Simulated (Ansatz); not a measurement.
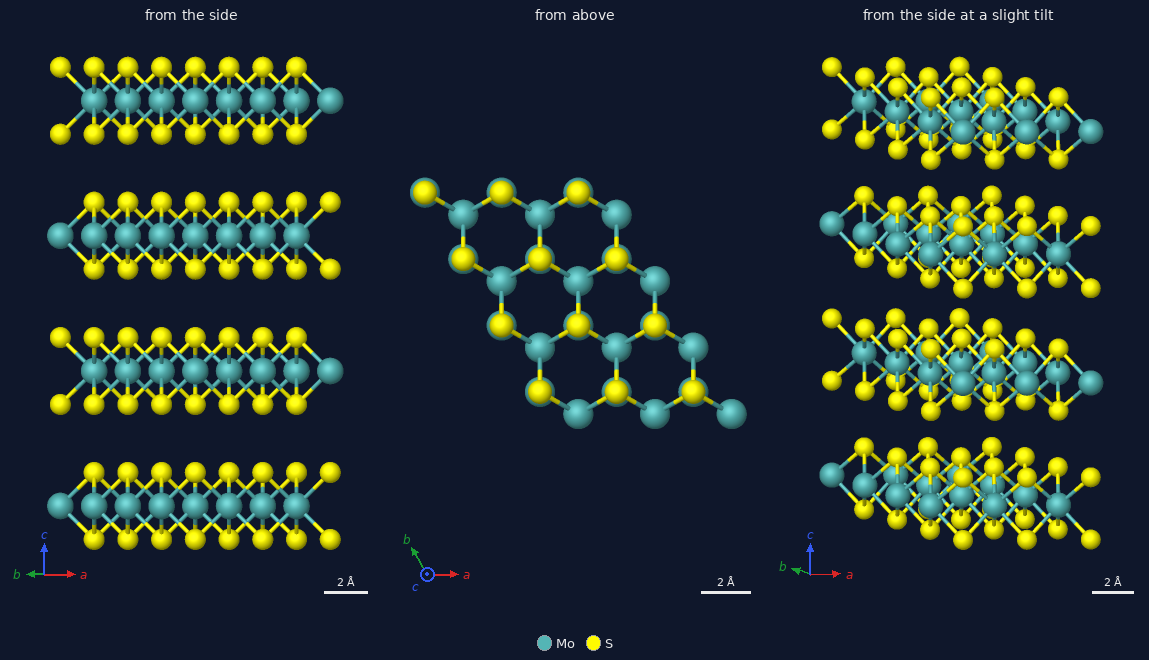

A ball-and-stick picture of a periodic slab, seen from the side, from above and from the side at a slight tilt. The surface normal points up in side views; the vacuum is left out. 3×4 cells are drawn in the plane, with atoms at the edges repeated.

The cell holds 4 Mo, 8 S.

**Which atoms form the outer planes?**

The top face ends in S, the bottom face in S. The two faces are alike.

**How thick is it?**

About 22 Å from the lowest to the highest atom.

**State the number of planes and their content from above.**

Twelve planes: S / Mo / S / S / Mo / S / S / Mo / S / S / Mo / S.

Its origin is a structure listed in the Materials Project. It was relaxed at fixed volume with DFT PBEsol, scalar-relativistic, plane waves, PAW (Ansatz 0.2.0).
